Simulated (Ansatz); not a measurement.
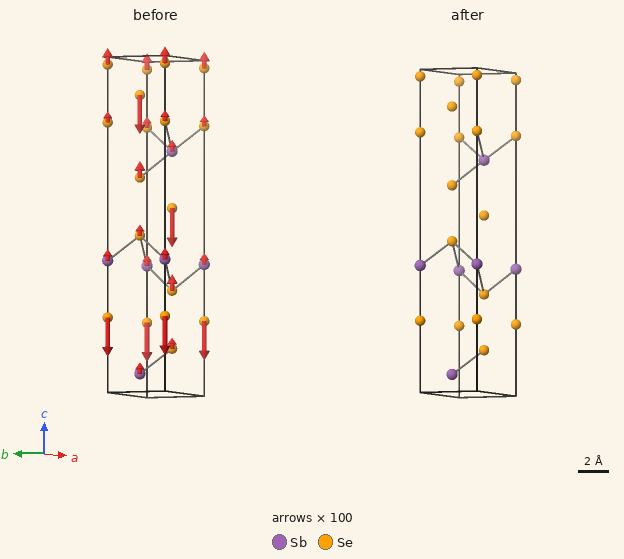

The structure of solid SbSe3 (a generated structure, set up in R3m) before (left) and after (right) a relaxation, at one scale. The red arrows give the displacements (the part carried along by the change of the cell is left out), magnified 100 times.

The picture is a ball-and-stick view of the conventional cell (3 times the calculation's cell), seen from a free direction. Lengths and directions refer to the drawn axes.

Case: Bi → Sb, Te → Se on all its sites, cell and atoms relaxed.

All numbers below come from DFT PBE, scalar-relativistic, plane waves, PAW in Ansatz. Set-up: plane-wave cutoff 420 eV; k-point mesh 12 × 12 × 12; occupations gaussian; smearing width 0.1 eV; no spin polarisation; cell and atoms relaxed; force threshold 0.01 eV/Å; at most 60 steps.

Summarise the run.

Answer. The energy falls by 18.4 meV per atom in 5 accepted moves (6 points after the start). The largest force component goes from 0.14 to 0.00036 eV/Å. The pressure goes from −3.23 to 0.01 GPa. The SCF was repeated once at an unchanged geometry on a basis and grid sized afresh for the cell, which shifted the energy by 0.2 meV per atom at most. The atom that moves furthest relative to the cell is a Se atom (0.027 Å along −c). By element the largest moves are Se 0.027 Å, Sb 0.008 Å. The volume changes by −5.4 %, with a = b 3.982 → 3.948 Å (−0.9 %), c 22.977 → 22.125 Å (−3.7 %). Some distances before and after: Sb–Se 2.970 → 2.909 Å, Sb–Se 2.925 → 2.868 Å. The space group stays R3m (No. 160).
